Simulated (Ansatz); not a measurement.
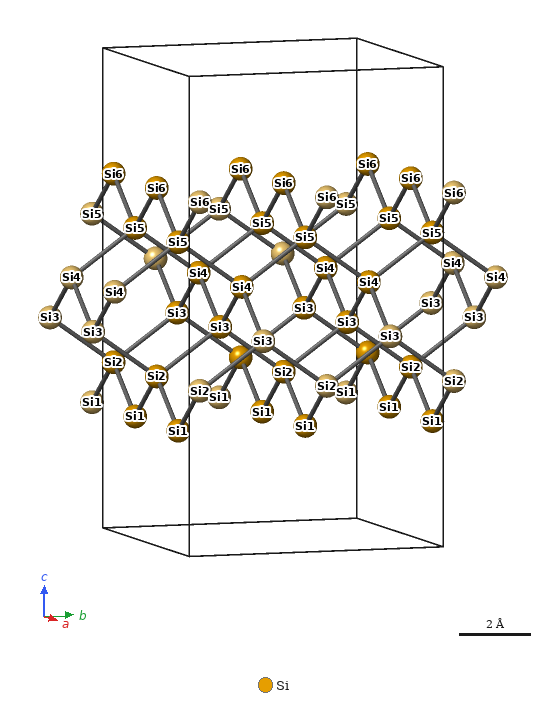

*The starting structure (ball-and-stick view of the 2 × 2 repeat of the cell, with the vacuum cut short, seen slightly off an axis; neighbours outside the cell are drawn fainter; atoms are numbered from 1 in the order of the input).*

**Run report: Si, geometry relaxation (part 1 of 2)**

- system: Si (slab, 6 atoms in the cell)
- method: DFT, LDA, PAW with Ansatz's default frozen-core files, scalar-relativistic, no spin polarisation (Ansatz 0.2.0)

It belongs to a series of runs on one base structure; here: atoms relaxed, PAW files. Figures and captions count atoms from 1; the log counts them from 0 in places.

**Input file**
```yaml
crystal:
  lattice:
    - [3.8197434381, 0.0, 0.0]
    - [0.0, 3.8197434381, 0.0]
    - [0.0, 0.0, 22.7524]
  atoms:
    - { symbol: Si, position: [0.75, 0.0, 0.3516109022] }
    - { symbol: Si, position: [0.25, 0.0, 0.4109665413] }
    - { symbol: Si, position: [0.25, 0.5, 0.4703221804] }
    - { symbol: Si, position: [0.75, 0.5, 0.5296778196] }
    - { symbol: Si, position: [0.75, 0.0, 0.5890334587] }
    - { symbol: Si, position: [0.25, 0.0, 0.6483890978] }
kpoints:
  mp_grid: { grid: [8, 8, 1] }
scf:
  occupations: { method: fermi_dirac, width: 0.02 }
hamiltonian:
  xc: lda
  pseudopotentials: { kind: paw }
output:
  forces: true
  stress: true
  eigenvalues: true
relax:
  f_tol: 0.01
  max_steps: 40
efield:
  axis: 3
  amplitude: 0
  dipole_correction: true
```

Hardware: 2 threads of Arm Neoverse V1, 24 GiB of memory available, shared host.

Launch command:
```bash
ansatz run input.yaml --threads 2 --pin off --max-ram 4096MiB --backend cpu --events-out ev --progress --plain --runs-dir out
```

**What the program printed**
```
Warning: output.stress: scf.convergence.dr2_threshold = 1e-7 eV (the SCF's general default) is looser than the 6e-10 eV advised for a printed stress (1e-10 eV for each atom of the cell: 6). What an SCF threshold leaves in a stress goes as its square root, and in the free energy as the threshold itself, and one threshold admits the most on a small cell: of the crystals measured, under no hybrid functional and no lock of the moments, on runs that ended without the residual-converged pass, on stresses that held no estimate of that error, the worst erred by over 100 MPa in a component at 1e-7 eV an atom and by under 5 at 1e-10. Every solve of this run answers to scf.convergence.dr2_threshold, and the tensor of one is reported: a single SCF on the reported geometry and on this run's grids (its basis.xc_grid and basis.ecutrho_ratio typed), with scf.convergence.dr2_threshold at 6e-10 eV or tighter, prints it and tightens no other solve. Else set scf.convergence.dr2_threshold to 6e-10 eV or tighter. The threshold is an SCF's pass mark: one that does not reach it within its budget of iterations ends unconverged, or closes short of it on a stop that the run arms, and scf.convergence.dr2_threshold's page says what that costs each kind of run
Engine: ansatz 0.2.0, aarch64-unknown-linux-gnu
Pseudopotentials: kind: paw
Pseudopotential: Si, paw, valence charge 4, recommended cutoff 420 eV (normal), Si.paw.azcp
Functional definition: SPW92
  exchange = slater_x
  correlation = pw_c
Crystal: 6 atoms, lattice volume = 331.968 Å³
Basis set: ecut = 420 eV, 6509 PW (Γ)
Bands: 18, of which v1, the nominal top of the filled ones, is band 12 counted from 1 (11 counted from 0)
Symmetry: 4 space group operations
k-points: 25 of 64
Non-local potential: Si, projectors of the file, l = 0: 2, l = 1: 2, l = 2: 2
PAW form: soft (Blöchl's): semilocal exchange-correlation on the pseudo side does not see the compensation charge
PAW frozen core: Si, regenerated for the run's functional, and the local potential with it (the file was generated under x = pbe(κ = 0.804, μ = 0.2195149727645171), c = pbe(β = 0.06672455060314922))
PAW one-centre angular grid: Si, 110 points (default); XC on 64 Gauss nodes
Initial density: superposition of atomic densities (neutral atoms: chi_scale 0, normalization atom), corrected by the library's trained network
Initial wavefunctions: pseudopotential atomic-orbital guess
Functional: x = slater, c = lda
SCF iter   1: F=—  HF=-3647.671131 eV  |F-HF|=—  |Δ(HF+E_count)|=         —  Δρ=2.69e-3  dr2=4.52e-2  ethr=1.77e-3  p=-0.000 e·Å  D=-1.49e-15 V/Å  ΔV_dip=0.00 eV  dr2_dipole=3.19e-7  V_vac-E_F(+/−)=5.56/5.56 eV  ⟨swp⟩=9.9  Hψ=3536  notcnv=0
efield: sawtooth ramp at fractional position 0.9500 (placed from the atoms, in the widest stretch of the axis that holds none; the zero of the levels goes with the place), width 0.1000; the density the first Hamiltonian is built on has a dipole p = -0.000 e·Å; the dipole correction subtracts the counter field D = -1.49e-15 V/Å, which shifts the + side's vacuum level by +0.00 eV against the − side's; the planar-averaged density in the ramp window peaks in size at 3.7e-5 e/Å³
preconditioner: auto → LDOS  [metal: Δε(μ)=0.034 eV  Ē_g=6.968 eV  σ=0.020 eV  W_gap=0.37  n_scr=32 (ndim 8)  ℏωp=10.0 eV  f_vac=0.521  D(μ)=3.71/eV (n_scr^D=10)  β→1.0]
SCF iter   2: F=—  HF=-3647.665617 eV  |F-HF|=—  |Δ(HF+E_count)|=   5.51e-3  Δρ=6.56e-4  dr2=1.08e-2  ethr=1.88e-4  p=0.000 e·Å  D=1.63e-5 V/Å  ΔV_dip=-0.00 eV  dr2_dipole=4.65e-7  V_vac-E_F(+/−)=5.53/5.53 eV  ⟨swp⟩=2.5  Hψ=896  notcnv=0  defer=23
SCF iter   3: F=—  HF=-3647.664627 eV  |F-HF|=—  |Δ(HF+E_count)|=   9.90e-4  Δρ=2.99e-4  dr2=1.11e-3  ethr=4.48e-5  p=0.000 e·Å  D=3.18e-6 V/Å  ΔV_dip=-0.00 eV  dr2_dipole=4.17e-10  V_vac-E_F(+/−)=5.51/5.51 eV  ⟨swp⟩=2.8  Hψ=676  notcnv=0  defer=27
SCF iter   4: F=—  HF=-3647.664387 eV  |F-HF|=—  |Δ(HF+E_count)|=   2.40e-4  Δρ=1.34e-4  dr2=2.77e-4  ethr=4.64e-6  p=0.000 e·Å  D=8.70e-7 V/Å  ΔV_dip=-0.00 eV  dr2_dipole=4.14e-10  V_vac-E_F(+/−)=5.49/5.49 eV  ⟨swp⟩=2.6  Hψ=694  notcnv=0  defer=27
SCF iter   5: F=—  HF=-3647.664342 eV  |F-HF|=—  |Δ(HF+E_count)|=   4.53e-5  Δρ=2.47e-5  dr2=4.03e-6  ethr=1.15e-6  p=0.000 e·Å  D=9.81e-8 V/Å  ΔV_dip=-0.00 eV  dr2_dipole=2.25e-10  V_vac-E_F(+/−)=5.49/5.49 eV  ⟨swp⟩=2.8  Hψ=723  notcnv=0  defer=27
iter 6 did not close the SCF: its close was put off until two iterations running show no level that it waits for move by more than its bar (scf_convergence_deferred on its scf_iter line)
SCF iter   6: F=-3647.664342 eV  HF=-3647.664342 eV  |F-HF|=1.52e-7  |Δ(HF+E_count)|=   1.32e-7  Δρ=6.40e-6  dr2=4.62e-7  ethr=1.04e-8  p=0.000 e·Å  D=1.10e-7 V/Å  ΔV_dip=-0.00 eV  dr2_dipole=3.40e-11  V_vac-E_F(+/−)=5.48/5.48 eV  ⟨swp⟩=10.2  Hψ=2621  notcnv=0
iter 7 did not close the SCF: its close was put off until two iterations running show no level that it waits for move by more than its bar (scf_convergence_deferred on its scf_iter line)
SCF iter   7: F=-3647.664342 eV  HF=-3647.664342 eV  |F-HF|=2.30e-8  |Δ(HF+E_count)|=   3.95e-8  Δρ=2.67e-6  dr2=6.76e-8  ethr=1.92e-9  p=0.000 e·Å  D=5.22e-8 V/Å  ΔV_dip=-0.00 eV  dr2_dipole=3.90e-14  V_vac-E_F(+/−)=5.48/5.48 eV  ⟨swp⟩=2.6  Hψ=1546  notcnv=0
SCF iter   8: F=-3647.664342 eV  HF=-3647.664342 eV  |F-HF|=2.43e-10  |Δ(HF+E_count)|=   1.64e-9  Δρ=8.54e-7  dr2=6.28e-9  ethr=2.82e-10  p=0.000 e·Å  D=2.54e-8 V/Å  ΔV_dip=-0.00 eV  dr2_dipole=1.03e-13  V_vac-E_F(+/−)=5.48/5.48 eV  ⟨swp⟩=1.6  Hψ=1353  notcnv=0
SCF 1 converged in 8 iterations: F = -3647.664342 eV  dr2 = 6.28e-9
  greatest PAW one-centre occupation: 0.703 electrons in one spin orbital (limit 2), on the Si atom at site 0 (counted from 0), in its partial waves of l = 0
relax step   1: F+E_penalty+E_count = -3647.66434221 eV  Δ(F+E_penalty+E_count) = +0.000e0 eV  max|allowed force component| = 1.884e-1 eV/Å  Δτ_max = 0.0000 Å  (8 SCF iters, dr2 threshold 2.50e-6 eV, accepted)
Initial density: handed on by an earlier stage of this run
Initial wavefunctions: those handed on with the density
iter 1 solved again at ethr=2.66e-6 eV; its pass at ethr=3.10e-3 eV (dr2=6.38e-4 eV) is discarded
SCF iter   1: F=—  HF=-3647.669375 eV  |F-HF|=—  |Δ(HF+E_count)|=         —  Δρ=5.35e-4  dr2=7.58e-4  ethr=2.66e-6  p=0.000 e·Å  D=2.54e-8 V/Å  ΔV_dip=-0.00 eV  dr2_dipole=1.96e-13  V_vac-E_F(+/−)=5.47/5.47 eV  ⟨swp⟩=3.4  Hψ=2186  notcnv=0  defer=27
efield: sawtooth ramp at fractional position 0.9500 (handed on by an earlier solve), width 0.1000; the density the first Hamiltonian is built on has a dipole p = 0.000 e·Å; the dipole correction subtracts the counter field D = 2.54e-8 V/Å, which shifts the + side's vacuum level by -0.00 eV against the − side's; the planar-averaged density in the ramp window peaks in size at 1.8e-7 e/Å³
preconditioner: auto → LDOS  [metal: Δε(μ)=0.044 eV  Ē_g=6.981 eV  σ=0.020 eV  W_gap=0.41  n_scr=32 (ndim 8)  ℏωp=10.0 eV  f_vac=0.523  D(μ)=3.29/eV (n_scr^D=8)  β→1.0]
SCF iter   2: F=—  HF=-3647.669199 eV  |F-HF|=—  |Δ(HF+E_count)|=   1.76e-4  Δρ=1.12e-4  dr2=9.80e-5  ethr=2.66e-6  p=-0.000 e·Å  D=-1.70e-7 V/Å  ΔV_dip=0.00 eV  dr2_dipole=6.73e-12  V_vac-E_F(+/−)=5.47/5.47 eV  ⟨swp⟩=2.2  Hψ=700  notcnv=0  defer=27
SCF iter   3: F=—  HF=-3647.669180 eV  |F-HF|=—  |Δ(HF+E_count)|=   1.91e-5  Δρ=3.95e-5  dr2=1.88e-5  ethr=4.08e-7  p=-0.000 e·Å  D=-8.96e-8 V/Å  ΔV_dip=0.00 eV  dr2_dipole=6.67e-12  V_vac-E_F(+/−)=5.47/5.47 eV  ⟨swp⟩=2.0  Hψ=691  notcnv=0  defer=27
SCF iter   4: F=-3647.669178 eV  HF=-3647.669179 eV  |F-HF|=1.18e-6  |Δ(HF+E_count)|=   1.22e-6  Δρ=1.23e-5  dr2=1.94e-6  ethr=9.24e-9  p=-0.000 e·Å  D=-6.18e-8 V/Å  ΔV_dip=0.00 eV  dr2_dipole=9.49e-18  V_vac-E_F(+/−)=5.47/5.47 eV  ⟨swp⟩=8.8  Hψ=2603  notcnv=0
SCF 2 converged in 4 iterations: F = -3647.669178 eV  dr2 = 1.94e-6
  greatest PAW one-centre occupation: 0.703 electrons in one spin orbital (limit 2), on the Si atom at site 5 (counted from 0), in its partial waves of l = 0
relax step   2: F+E_penalty+E_count = -3647.66917774 eV  Δ(F+E_penalty+E_count) = -4.836e-3 eV  max|allowed force component| = 6.137e-2 eV/Å  Δτ_max = 0.0257 Å  (4 SCF iters, dr2 threshold 2.22e-6 eV, accepted)
SCF iter   1: F=—  HF=-3647.669518 eV  |F-HF|=—  |Δ(HF+E_count)|=         —  Δρ=1.19e-4  dr2=7.85e-5  ethr=7.55e-7  p=-0.000 e·Å  D=-6.18e-8 V/Å  ΔV_dip=0.00 eV  dr2_dipole=6.08e-17  V_vac-E_F(+/−)=5.47/5.47 eV  ⟨swp⟩=3.6  Hψ=1559  notcnv=0  defer=27
efield: sawtooth ramp at fractional position 0.9500 (handed on by an earlier solve), width 0.1000; the density the first Hamiltonian is built on has a dipole p = -0.000 e·Å; the dipole correction subtracts the counter field D = -6.18e-8 V/Å, which shifts the + side's vacuum level by +0.00 eV against the − side's; the planar-averaged density in the ramp window peaks in size at 1.2e-7 e/Å³
preconditioner: auto → LDOS  [metal: Δε(μ)=0.048 eV  Ē_g=6.982 eV  σ=0.020 eV  W_gap=0.45  n_scr=32 (ndim 8)  ℏωp=10.0 eV  f_vac=0.523  D(μ)=3.28/eV (n_scr^D=8)  β→1.0]
SCF iter   2: F=—  HF=-3647.669506 eV  |F-HF|=—  |Δ(HF+E_count)|=   1.25e-5  Δρ=4.46e-5  dr2=1.18e-5  ethr=3.27e-7  p=-0.000 e·Å  D=-3.03e-8 V/Å  ΔV_dip=0.00 eV  dr2_dipole=2.75e-13  V_vac-E_F(+/−)=5.47/5.47 eV  ⟨swp⟩=2.6  Hψ=962  notcnv=0  defer=27
SCF iter   3: F=—  HF=-3647.669503 eV  |F-HF|=—  |Δ(HF+E_count)|=   2.82e-6  Δρ=1.25e-5  dr2=2.76e-6  ethr=4.90e-8  p=-0.000 e·Å  D=-2.02e-8 V/Å  ΔV_dip=0.00 eV  dr2_dipole=1.16e-13  V_vac-E_F(+/−)=5.47/5.47 eV  ⟨swp⟩=2.0  Hψ=718  notcnv=0  defer=27
SCF iter   4: F=—  HF=-3647.669503 eV  |F-HF|=—  |Δ(HF+E_count)|=   2.37e-7  Δρ=4.79e-6  dr2=3.69e-7  ethr=1.15e-8  p=-0.000 e·Å  D=-7.01e-9 V/Å  ΔV_dip=0.00 eV  dr2_dipole=3.42e-14  V_vac-E_F(+/−)=5.47/5.47 eV  ⟨swp⟩=2.0  Hψ=577  notcnv=0  defer=27
SCF iter   5: F=-3647.669502 eV  HF=-3647.669502 eV  |F-HF|=3.25e-8  |Δ(HF+E_count)|=   3.72e-8  Δρ=1.11e-6  dr2=3.95e-8  ethr=9.81e-10  p=-0.000 e·Å  D=-4.34e-9 V/Å  ΔV_dip=0.00 eV  dr2_dipole=7.30e-15  V_vac-E_F(+/−)=5.47/5.47 eV  ⟨swp⟩=8.8  Hψ=2081  notcnv=0
SCF 3 converged in 5 iterations: F = -3647.669502 eV  dr2 = 3.95e-8
  greatest PAW one-centre occupation: 0.702 electrons in one spin orbital (limit 2), on the Si atom at site 0 (counted from 0), in its partial waves of l = 0
```
